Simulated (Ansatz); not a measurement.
# Nb/GaN/Ta: predicting the conductance of a thicker barrier

How it was computed: Ansatz 0.2.0, plane waves with PAW datasets, PBE. Interfaces are relaxed in a short slab (with D3(BJ) where the barrier is layered), set between ideal electrode layers that go on as semi-infinite leads, and the zero-bias conductance G at 300 K comes from T(E) on a typed mesh. The error is the largest of the program's estimates from energy step, mesh, the leads' potential steps and neutrality; its separate bound for narrow resonances between the energies solved isn't counted and can be far larger. The lower electrode is Nb (bcc 001), the upper Ta (bcc 001) and the barrier GaN (zinc blende 001), on a net of side 3.264 Å; d is the distance between the electrodes' last planes.

The runs shown:

| planes in the barrier | d (Å) | G (S/m²) | error (%) | lead step (meV) |
| --- | --- | --- | --- | --- |
| 4 | 6.77 | 2.19e14 | 18 | 31 |
| 6 | 9.01 | 8.95e13 | 28 | 31 |
| 8 | 11.25 | 2.39e13 | 38 | 31 |
| 10 | 13.49 | 4.87e12 | 61 | 31 |
| 12 | 15.73 | 8.81e11 | 54 | 31 |
| 14 | 17.97 | 1.84e11 | 68 | 31 |
| 18 | 22.45 | 8.42e9 | 72 | 31 |

Task: A further run has 20 planes, d = 24.69 Å. Fit G ∝ exp(−βd) to the rows shown and predict its conductance.

A: Take y = ln G: 33.02, 32.12, 30.81, 29.21, 27.50, 25.94 and 22.85. The means are d = 13.81 Å and y = 28.78; Σ(Δd Δy) = −116.70 and Σ(Δd)² = 174.90, so the slope is −0.667 Å⁻¹ (β = 0.667 Å⁻¹). At d = 24.69 Å, y = 28.78 − 0.667 × 10.88 = 21.52, or G = 2.22e9 S/m².

**The withheld run.** The run gave 1.55e9 S/m², with an error estimate of 64 % and a lead step of 31 meV. The prediction is 1.43 times that, too high by 43 %. That lies within the runs' own error estimates, carried through the fit.

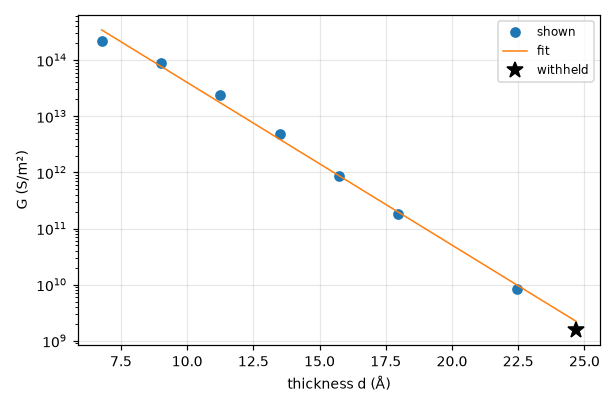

Fit and withheld run.

Caveats: The interfaces are ideal, one cell wide, strained to a common net and relaxed from one registry with their symmetry kept. PBE's gaps are too small, so true decay constants are likely larger where the Fermi level lies deep in a gap. No spin-orbit coupling, phonons, disorder or image charges enter. The rows shown are chosen by tests on error estimates (under 100 to 120 %), lead steps (under 150 meV, though the program warns over 25), intact interfaces and, for fits, a steady trend in the rows shown; the data set holds 414 series of this kind, and not all pass.
